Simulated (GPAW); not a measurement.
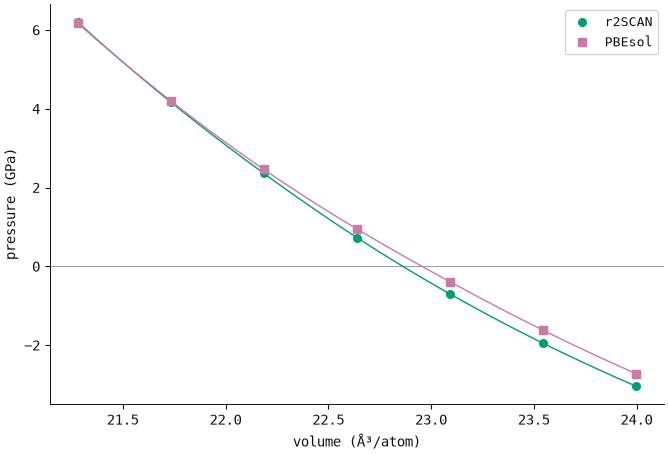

The plot gives the computed pressure against volume, with one curve for each functional, for Ge (space group Fd-3m).

Computed with GPAW 26.7.0: PAW DFT in plane waves, on a grid or in atomic orbitals, no spin polarisation; energies at scaled volumes of the given cell, shape and fractions fixed, counted from the fit's minimum, third-order Birch-Murnaghan fit. All runs: no spin polarisation.

- k mesh: 8×8×8
- occupations: Fermi–Dirac
- smearing width: 0.05 eV
- wave cutoff: 600 eV

Settings that differ: r2SCAN: potentials GPAW-PAW-data-sets-(gpaw-data-1.2.1); PBEsol: potentials PAW-data-sets-made-by gpaw-setup-for-the-functional.

Order the curves by fitted equilibrium volume, smallest first.

Answer. r2SCAN 22.876, PBEsol 22.959 Å³/atom.

Order the curves by fitted bulk modulus, smallest first.

Answer. PBEsol 67.2, r2SCAN 71.4 GPa.

For r2SCAN: read off the course of the pressure.

Answer. It falls from 6.20 GPa at volume 21.28 Å³/atom to −3.04 GPa at 24.00 Å³/atom, and changes sign near 22.87 Å³/atom.

For PBEsol: what does the pressure do across the range?

Answer. It falls from 6.17 GPa at volume 21.28 Å³/atom to −2.72 GPa at 24.00 Å³/atom, and changes sign near 22.96 Å³/atom.
